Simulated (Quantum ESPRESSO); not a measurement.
## Band-structure run of Os (part 3 of 3)

Os (2 atoms in the cell); Kohn-Sham DFT of a periodic cell, PBE, spin-orbit coupling, PseudoDojo 0.4 FR PBE standard, no spin polarisation (Quantum ESPRESSO 7.5); cutoff 1006.82 eV, 11×11×6 k-mesh, fermi-dirac of 0.05 eV. The structure derives from an entry of the Crystallography Open Database.

Geometry of the input (Å; fractional positions):
```
2.7341  0.0000  0.0000
-1.3671  2.3678  0.0000
0.0000  0.0000  4.3197
Os 0.6667  0.3333  0.7500
Os 0.3333  0.6667  0.2500
```

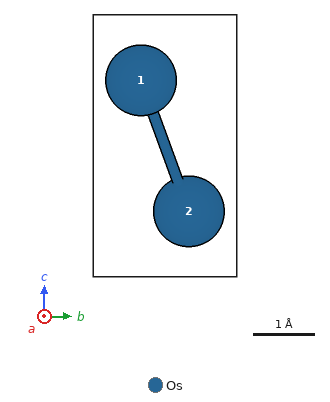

*The structure (ball-and-stick view of the cell of the calculation, along the a axis; atoms are numbered from 1 in the order of the input).*

Output, continued:
```
   -60.0908 -60.0908 -60.0437 -60.0437 -28.5776 -28.5776 -28.4645 -28.4645
   -16.6623 -16.6623 -16.5161 -16.5161 -16.3980 -16.3980 -16.0052 -16.0052
    19.2514  19.2514  19.4917  19.4917  20.0291  20.0291  22.5264  22.5264
    22.6296  22.6296  23.6877  23.6877  24.2564  24.2564  27.5177  27.5177
    28.0251  28.0251  28.8433  28.8433  29.5700  29.5700  34.3078  34.3078
    34.9557  34.9557  37.1449  37.1449  38.2104  38.2104  40.1555  40.1555

          k = 0.0909 0.4724 0.1055 (  2026 PWs)   bands (ev):

   -60.0876 -60.0876 -60.0469 -60.0469 -28.5705 -28.5705 -28.4725 -28.4725
   -16.6863 -16.6863 -16.5472 -16.5472 -16.3365 -16.3365 -16.0076 -16.0076
    18.9075  18.9075  19.5963  19.5963  20.6671  20.6671  21.6568  21.6568
    22.8091  22.8091  24.1335  24.1335  24.5213  24.5213  27.3086  27.3086
    28.0817  28.0817  28.3268  28.3268  29.5989  29.5989  33.3028  33.3028
    34.9086  34.9086  37.6418  37.6418  38.9558  38.9558  40.6734  40.6734

          k = 0.0909 0.4724 0.2110 (  2032 PWs)   bands (ev):

   -60.0790 -60.0790 -60.0555 -60.0555 -28.5507 -28.5507 -28.4942 -28.4942
   -16.7142 -16.7142 -16.6030 -16.6030 -16.2240 -16.2240 -16.0286 -16.0286
    18.7632  18.7632  19.6731  19.6731  20.6844  20.6844  21.5639  21.5639
    23.0876  23.0876  24.4707  24.4707  25.1033  25.1033  26.3262  26.3262
    27.7451  27.7451  28.7507  28.7507  29.3570  29.3570  31.2400  31.2400
    35.6552  35.6552  37.7584  37.7584  40.3615  40.3615  41.6435  41.6435

          k = 0.0909 0.4724-0.3165 (  2032 PWs)   bands (ev):

   -60.0673 -60.0673 -60.0673 -60.0673 -28.5238 -28.5238 -28.5220 -28.5220
   -16.7199 -16.7199 -16.6326 -16.6326 -16.1502 -16.1502 -16.0631 -16.0631
    19.0778  19.0778  19.1232  19.1232  21.1346  21.1346  21.1437  21.1437
    24.0544  24.0544  24.2049  24.2049  25.2905  25.2905  25.5722  25.5722
    28.2961  28.2961  28.5152  28.5152  29.5999  29.5999  29.8546  29.8546
    36.7946  36.7946  36.8237  36.8237  42.0979  42.0979  42.0986  42.0986

          k = 0.0909 0.5774 0.0000 (  2027 PWs)   bands (ev):

   -60.0806 -60.0806 -60.0450 -60.0450 -28.5744 -28.5744 -28.4917 -28.4917
   -16.6269 -16.6269 -16.6088 -16.6088 -16.4101 -16.4101 -16.0362 -16.0362
    19.2779  19.2779  19.4643  19.4643  19.7863  19.7863  22.5550  22.5550
    23.0143  23.0143  23.5773  23.5773  24.5108  24.5108  28.3442  28.3442
    28.4862  28.4862  29.0003  29.0003  30.9509  30.9509  32.1885  32.1885
    35.3497  35.3497  36.6144  36.6144  38.6112  38.6112  39.7146  39.7146

          k = 0.0909 0.5774 0.1055 (  2039 PWs)   bands (ev):

   -60.0782 -60.0782 -60.0473 -60.0473 -28.5694 -28.5694 -28.4978 -28.4978
   -16.6796 -16.6796 -16.6206 -16.6206 -16.3419 -16.3419 -16.0350 -16.0350
    18.8857  18.8857  19.4177  19.4177  20.7010  20.7010  21.6804  21.6804
    22.6707  22.6707  24.4881  24.4881  24.8909  24.8909  27.9117  27.9117
    28.4453  28.4453  28.7787  28.7787  30.5731  30.5731  32.0139  32.0139
    35.3969  35.3969  36.6889  36.6889  38.1044  38.1044  40.4751  40.4751

          k = 0.0909 0.5774 0.2110 (  2033 PWs)   bands (ev):

   -60.0717 -60.0717 -60.0539 -60.0539 -28.5553 -28.5553 -28.5139 -28.5139
   -16.7394 -16.7394 -16.6546 -16.6546 -16.2270 -16.2270 -16.0460 -16.0460
    18.6803  18.6803  19.5390  19.5390  20.7110  20.7110  21.4349  21.4349
    23.0121  23.0121  25.0165  25.0165  25.5673  25.5673  26.6437  26.6437
    28.3300  28.3300  28.9787  28.9787  29.8668  29.8668  31.4454  31.4454
    35.3481  35.3481  35.9803  35.9803  39.7065  39.7065  41.7136  41.7136

          k = 0.0909 0.5774-0.3165 (  2048 PWs)   bands (ev):

   -60.0628 -60.0628 -60.0628 -60.0628 -28.5361 -28.5361 -28.5342 -28.5342
   -16.7612 -16.7612 -16.6715 -16.6715 -16.1593 -16.1593 -16.0699 -16.0699
    18.9800  18.9800  19.0265  19.0265  21.0295  21.0295  21.0371  21.0371
    24.2283  24.2283  24.3298  24.3298  25.9649  25.9649  26.1528  26.1528
    28.2685  28.2685  28.5669  28.5669  30.3875  30.3875  30.6850  30.6850
    35.5007  35.5007  35.5076  35.5076  41.6811  41.6811  41.7557  41.7557

          k = 0.1818 0.3149 0.0000 (  2023 PWs)   bands (ev):

   -60.1171 -60.1171 -60.0453 -60.0453 -28.5731 -28.5731 -28.3941 -28.3941
   -16.6830 -16.6830 -16.3674 -16.3674 -16.2738 -16.2738 -15.9418 -15.9418
    18.5749  18.5749  20.5048  20.5048  20.9400  20.9400  21.0300  21.0300
    22.6388  22.6388  23.3497  23.3497  24.2938  24.2938  25.6303  25.6303
    26.7802  26.7802  27.7424  27.7424  28.6576  28.6576  34.7743  34.7743
    35.6298  35.6298  38.4367  38.4367  39.2959  39.2959  41.8957  41.8957

          k = 0.1818 0.3149 0.1055 (  2032 PWs)   bands (ev):

   -60.1123 -60.1123 -60.0501 -60.0501 -28.5614 -28.5614 -28.4064 -28.4064
   -16.6726 -16.6726 -16.3628 -16.3628 -16.2785 -16.2785 -15.9517 -15.9517
    18.6906  18.6906  20.5002  20.5002  20.9804  20.9804  21.0990  21.0990
    22.6798  22.6798  23.3585  23.3585  23.9655  23.9655  25.6673  25.6673
    27.0944  27.0944  27.3615  27.3615  28.6848  28.6848  33.0374  33.0374
    36.5393  36.5393  39.2100  39.2100  40.1042  40.1042  42.2095  42.2095

          k = 0.1818 0.3149 0.2110 (  2036 PWs)   bands (ev):

   -60.0992 -60.0992 -60.0633 -60.0633 -28.5293 -28.5293 -28.4397 -28.4397
   -16.6366 -16.6366 -16.4259 -16.4259 -16.2122 -16.2122 -15.9901 -15.9901
    19.0368  19.0368  20.1924  20.1924  21.2300  21.2300  21.3930  21.3930
    22.5432  22.5432  23.0397  23.0397  23.9027  23.9027  25.5576  25.5576
    27.1992  27.1992  27.6455  27.6455  28.5349  28.5349  30.7420  30.7420
    37.8986  37.8986  40.2171  40.2171  41.7592  41.7592  42.6236  42.6236

          k = 0.1818 0.3149-0.3165 (  2036 PWs)   bands (ev):

   -60.0812 -60.0812 -60.0812 -60.0812 -28.4857 -28.4857 -28.4838 -28.4838
   -16.5995 -16.5995 -16.4826 -16.4826 -16.1495 -16.1495 -16.0329 -16.0329
    19.5534  19.5534  19.6212  19.6212  21.5953  21.5953  21.6327  21.6327
    22.4165  22.4165  22.4379  22.4379  24.5615  24.5615  24.8050  24.8050
    27.9559  27.9559  28.0601  28.0601  28.6567  28.6567  28.8486  28.8486
    39.7392  39.7392  39.8005  39.8005  42.3363  42.3363  42.4996  42.4996

          k = 0.1818 0.4199 0.0000 (  2036 PWs)   bands (ev):

   -60.0935 -60.0935 -60.0435 -60.0435 -28.5782 -28.5782 -28.4561 -28.4561
   -16.6396 -16.6396 -16.4877 -16.4877 -16.3894 -16.3894 -16.0437 -16.0437
    19.6091  19.6091  20.2148  20.2148  20.3048  20.3048  21.4559  21.4559
    22.4620  22.4620  23.6261  23.6261  24.1255  24.1255  26.4342  26.4342
    28.0152  28.0152  28.6013  28.6013  29.5151  29.5151  34.6987  34.6987
    35.6050  35.6050  36.8351  36.8351  38.0545  38.0545  41.3086  41.3086

          k = 0.1818 0.4199 0.1055 (  2032 PWs)   bands (ev):

   -60.0901 -60.0901 -60.0469 -60.0469 -28.5705 -28.5705 -28.4647 -28.4647
   -16.6691 -16.6691 -16.4940 -16.4940 -16.3532 -16.3532 -16.0406 -16.0406
    19.4438  19.4438  20.2777  20.2777  20.5307  20.5307  21.4513  21.4513
    22.6909  22.6909  23.4126  23.4126  24.0619  24.0619  26.4184  26.4184
    27.7907  27.7907  28.3642  28.3642  29.7680  29.7680  34.0243  34.0243
    35.1274  35.1274  37.2147  37.2147  39.4984  39.4984  41.5729  41.5729

          k = 0.1818 0.4199 0.2110 (  2033 PWs)   bands (ev):

   -60.0810 -60.0810 -60.0560 -60.0560 -28.5490 -28.5490 -28.4880 -28.4880
   -16.7040 -16.7040 -16.5334 -16.5334 -16.2664 -16.2664 -16.0460 -16.0460
    19.3697  19.3697  20.0687  20.0687  20.8971  20.8971  21.9940  21.9940
    22.5195  22.5195  23.1658  23.1658  24.1710  24.1710  25.8932  25.8932
    27.4485  27.4485  28.8789  28.8789  29.8625  29.8625  31.6619  31.6619
    36.3399  36.3399  38.2937  38.2937  40.5284  40.5284  41.8973  41.8973

          k = 0.1818 0.4199-0.3165 (  2038 PWs)   bands (ev):

   -60.0685 -60.0685 -60.0685 -60.0685 -28.5204 -28.5204 -28.5175 -28.5175
   -16.7151 -16.7151 -16.5557 -16.5557 -16.2172 -16.2172 -16.0582 -16.0582
    19.5675  19.5675  19.6558  19.6558  21.5735  21.5735  21.6237  21.6237
    22.8337  22.8337  22.9275  22.9275  24.5340  24.5340  24.9104  24.9104
    28.5845  28.5845  28.6376  28.6376  30.0121  30.0121  30.1294  30.1294
    37.8742  37.8742  37.9503  37.9503  41.2159  41.2159  41.3353  41.3353

          k = 0.1818 0.5249 0.0000 (  2031 PWs)   bands (ev):

   -60.0761 -60.0761 -60.0459 -60.0459 -28.5728 -28.5728 -28.5014 -28.5014
   -16.6175 -16.6175 -16.5542 -16.5542 -16.4423 -16.4423 -16.1193 -16.1193
    19.8177  19.8177  19.9574  19.9574  20.0599  20.0599  22.2351  22.2351
    22.4727  22.4727  23.3971  23.3971  24.5694  24.5694  27.5159  27.5159
    28.4408  28.4408  28.6625  28.6625  30.9304  30.9304  32.6462  32.6462
    34.8100  34.8100  36.7091  36.7091  39.5176  39.5176  40.9089  40.9089

          k = 0.1818 0.5249 0.1055 (  2037 PWs)   bands (ev):

   -60.0741 -60.0741 -60.0479 -60.0479 -28.5686 -28.5686 -28.5067 -28.5067
   -16.6780 -16.6780 -16.5695 -16.5695 -16.3743 -16.3743 -16.1061 -16.1061
    19.3813  19.3813  20.1629  20.1629  20.7029  20.7029  21.5275  21.5275
    22.5265  22.5265  23.7648  23.7648  24.6306  24.6306  27.4015  27.4015
    27.8349  27.8349  28.7479  28.7479  31.0241  31.0241  32.6448  32.6448
    35.4834  35.4834  36.2565  36.2565  38.8321  38.8321  41.2723  41.2725

          k = 0.1818 0.5249 0.2110 (  2034 PWs)   bands (ev):

   -60.0685 -60.0685 -60.0534 -60.0534 -28.5567 -28.5567 -28.5208 -28.5208
   -16.7539 -16.7539 -16.5933 -16.5933 -16.2869 -16.2869 -16.0831 -16.0831
    19.2469  19.2469  20.2504  20.2504  20.7508  20.7508  21.9037  21.9037
    22.1829  22.1829  23.9573  23.9573  24.9152  24.9152  26.1836  26.1836
    27.7750  27.7750  28.8950  28.8950  31.2708  31.2708  32.4013  32.4013
    35.4649  35.4649  36.7295  36.7295  38.6596  38.6596  41.4831  41.4831

          k = 0.1818 0.5249-0.3165 (  2034 PWs)   bands (ev):

   -60.0610 -60.0610 -60.0610 -60.0610 -28.5410 -28.5410 -28.5376 -28.5376
   -16.7830 -16.7830 -16.6041 -16.6041 -16.2515 -16.2515 -16.0731 -16.0731
    19.5162  19.5162  19.6129  19.6129  21.3794  21.3794  21.4264  21.4264
    23.1608  23.1608  23.2579  23.2579  25.1281  25.1281  25.5408  25.5408
    28.3485  28.3485  28.3887  28.3887  31.7547  31.7547  31.8469  31.8469
    36.0127  36.0127  36.0758  36.0758  40.1105  40.1105  40.3123  40.3123

          k = 0.2727 0.4724 0.0000 (  2043 PWs)   bands (ev):

   -60.0743 -60.0743 -60.0463 -60.0463 -28.5722 -28.5722 -28.5048 -28.5048
   -16.5919 -16.5919 -16.5561 -16.5561 -16.4322 -16.4322 -16.1738 -16.1738
    19.8569  19.8569  20.3089  20.3089  20.8811  20.8811  21.3470  21.3470
    22.4273  22.4273  23.3040  23.3040  24.5844  24.5844  26.9603  26.9603
    28.4625  28.4625  28.4940  28.4940  30.9288  30.9288  32.8135  32.8135
    34.3690  34.3690  37.1687  37.1687  40.0046  40.0046  41.6935  41.6935

          k = 0.2727 0.4724 0.1055 (  2034 PWs)   bands (ev):

   -60.0724 -60.0724 -60.0482 -60.0482 -28.5683 -28.5683 -28.5099 -28.5099
   -16.6731 -16.6731 -16.5382 -16.5382 -16.3883 -16.3883 -16.1489 -16.1489
    19.9033  19.9033  20.2535  20.2535  21.0867  21.0867  21.1725  21.1725
    22.7818  22.7818  22.9978  22.9978  24.4906  24.4906  26.9736  26.9736
    27.6587  27.6587  28.7374  28.7374  31.1656  31.1656  33.0672  33.0672
    35.1472  35.1472  36.1692  36.1692  40.4128  40.4128  40.9360  40.9360

          k = 0.2727 0.4724 0.2110 (  2028 PWs)   bands (ev):

   -60.0673 -60.0673 -60.0533 -60.0533 -28.5571 -28.5571 -28.5233 -28.5233
   -16.7564 -16.7564 -16.5505 -16.5505 -16.3294 -16.3294 -16.1012 -16.1012
    19.9363  19.9363  20.0925  20.0925  21.2618  21.2618  21.6379  21.6379
    22.4174  22.4174  23.0915  23.0915  24.3862  24.3862  25.9204  25.9204
    27.6281  27.6281  28.8898  28.8898  31.6056  31.6056  33.2133  33.2133
    35.4653  35.4653  36.5699  36.5699  39.6042  39.6042  40.0897  40.0897

          k = 0.2727 0.4724-0.3165 (  2024 PWs)   bands (ev):

   -60.0603 -60.0603 -60.0603 -60.0603 -28.5427 -28.5427 -28.5387 -28.5387
   -16.7880 -16.7880 -16.5582 -16.5582 -16.3075 -16.3075 -16.0784 -16.0784
    19.9074  19.9074  20.0356  20.0356  21.5622  21.5622  21.6749  21.6749
    22.6828  22.6828  22.7511  22.7511  24.5078  24.5078  25.0220  25.0220
    28.3780  28.3780  28.4181  28.4181  32.3115  32.3115  32.3282  32.3282
    36.5688  36.5688  36.6712  36.6712  39.1410  39.1410  39.3789  39.3789

          k = 0.2727 0.5774 0.0000 (  2043 PWs)   bands (ev):

   -60.0633 -60.0633 -60.0513 -60.0513 -28.5607 -28.5607 -28.5323 -28.5323
   -16.6096 -16.6096 -16.5425 -16.5425 -16.4227 -16.4227 -16.2515 -16.2515
    19.7270  19.7270  20.5652  20.5652  20.7698  20.7698  21.7476  21.7476
    22.5399  22.5399  23.0243  23.0243  24.9084  24.9084  27.5261  27.5261
    28.1973  28.1973  28.4431  28.4431  31.5983  31.5983  31.7177  31.7177
    33.5348  33.5348  38.7624  38.7624  40.6709  40.6710  41.4941  41.4942

          k = 0.2727 0.5774 0.1055 (  2038 PWs)   bands (ev):

   -60.0625 -60.0625 -60.0521 -60.0521 -28.5594 -28.5594 -28.5348 -28.5348
   -16.6846 -16.6846 -16.5418 -16.5418 -16.3874 -16.3874 -16.2064 -16.2064
    19.8341  19.8341  20.6055  20.6055  20.8203  20.8203  21.4930  21.4930
    22.6165  22.6165  23.0311  23.0311  24.8316  24.8316  27.4653  27.4653
    27.6724  27.6724  28.3146  28.3146  31.9641  31.9641  31.9959  31.9959
    34.4851  34.4851  38.1330  38.1330  39.0141  39.0141  40.8943  40.8943

          k = 0.2727 0.5774 0.2110 (  2040 PWs)   bands (ev):

   -60.0603 -60.0603 -60.0542 -60.0542 -28.5555 -28.5555 -28.5409 -28.5409
   -16.7778 -16.7778 -16.5486 -16.5486 -16.3575 -16.3575 -16.1239 -16.1239
    19.9655  19.9655  20.5963  20.5963  21.0276  21.0276  21.3314  21.3314
    22.6463  22.6463  23.0048  23.0048  24.7232  24.7232  26.0236  26.0236
    27.8254  27.8254  28.2816  28.2816  32.8205  32.8205  33.1026  33.1026
    35.9711  35.9711  36.8372  36.8372  37.4125  37.4125  39.6381  39.6381

          k = 0.2727 0.5774-0.3165 (  2028 PWs)   bands (ev):

   -60.0572 -60.0572 -60.0572 -60.0572 -28.5510 -28.5510 -28.5466 -28.5466
   -16.8139 -16.8139 -16.5522 -16.5522 -16.3481 -16.3481 -16.0872 -16.0872
    20.1126  20.1126  20.2650  20.2650  21.3569  21.3569  21.4683  21.4683
    22.7265  22.7265  22.7848  22.7848  24.7217  24.7217  25.3130  25.3130
    27.9985  27.9985  28.0983  28.0983  33.7928  33.7928  33.9278  33.9278
    35.7139  35.7139  35.8354  35.8354  38.0415  38.0415  38.3905  38.3905

     the Fermi energy is    26.3183 ev

!    total energy              =    -405.50059733 Ry
     estimated scf accuracy    <          7.2E-12 Ry
     smearing contrib. (-TS)   =      -0.00099203 Ry
     internal energy E=F+TS    =    -405.49960530 Ry

     The total energy is F=E-TS. E is the sum of the following terms:
     one-electron contribution =     -43.07735013 Ry
     hartree contribution      =      45.24313826 Ry
     xc contribution           =     -82.90573270 Ry
     ewald contribution        =    -324.75966073 Ry

     convergence has been achieved in   8 iterations

     Forces acting on atoms (cartesian axes, Ry/au):

     atom    1 type  1   force =     0.00000000    0.00000000    0.00000000
     atom    2 type  1   force =     0.00000000    0.00000000    0.00000000

     Total force =     0.000000     Total SCF correction =     0.000000

     Computing stress (Cartesian axis) and pressure

          total   stress  (Ry/bohr**3)                   (kbar)     P=       92.86
   0.00063147  -0.00000000   0.00000000           92.89       -0.00        0.00
  -0.00000000   0.00063147   0.00000000           -0.00       92.89        0.00
   0.00000000   0.00000000   0.00063073            0.00        0.00       92.78

=------------------------------------------------------------------------------=
   JOB DONE.
=------------------------------------------------------------------------------=
```

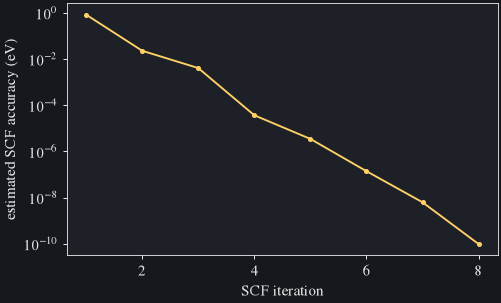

*Convergence of the self-consistent field: estimated SCF accuracy against the iteration.*

The field takes 8 iterations in all.

Summary:

```tsv
quantity	value
outcome	converged
space group (tolerance 0.01 Å)	P6₃/mmc (194)
electrons treated	32
free energy	−5517.1167 eV
Fermi energy of the self-consistent step	26.318 eV
gap on the k-point mesh	none (metallic)
pressure	9.29 GPa
largest force (length of the vector)	under 0.001 eV/Å
wall time	5.7 min
peak memory	0.26 GiB
```

Remarks:

The cell is under a pressure of 9.3 GPa at this level, so it is not at its equilibrium volume.
